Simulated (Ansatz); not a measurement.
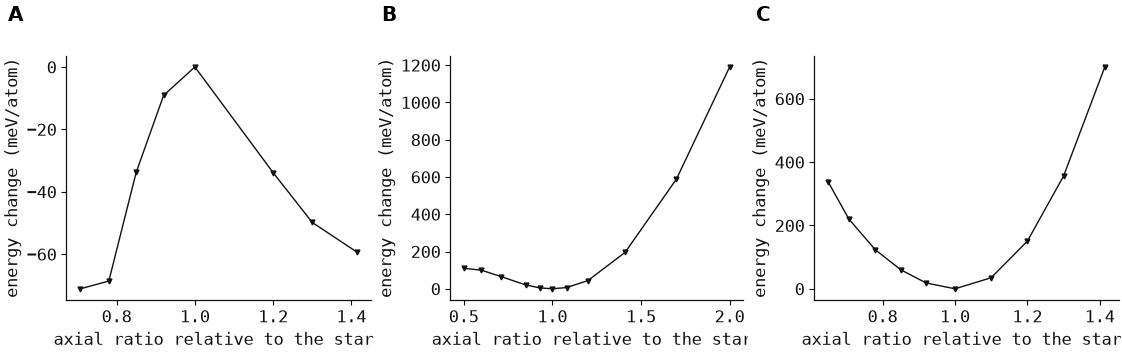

Each panel shows the energy change against relative axial ratio for one of these solids: AlN, F-43m (No. 216), 10.4 Å³/atom, path tetragonal; Cd, Im-3m (No. 229), 22.7 Å³/atom, path tetragonal; KF, Fm-3m (No. 225), 19.1 Å³/atom, path trigonal.

How it was computed, with Ansatz 0.2.0: deformation of a crystal at fixed volume, lengths along the axis scaled against those across it, fractional coordinates fixed, by plane-wave density functional theory with PAW datasets, free energies less that of the undisturbed cell, pressure positive in compression; scalar-relativistic. Level: r2SCAN, no spin polarisation.

Match the panels to the solids.

A is Cd (energy change from −71.09 meV/atom to 0.00 meV/atom); B is KF (energy change from 0 meV/atom to 1190 meV/atom); C is AlN (energy change from 0 meV/atom to 700 meV/atom).

For AlN, limits of the calculation: reference crystal is not relaxed.

For Cd, limits of the calculation: reference crystal is not relaxed.

For KF, limits of the calculation: reference crystal is not relaxed.
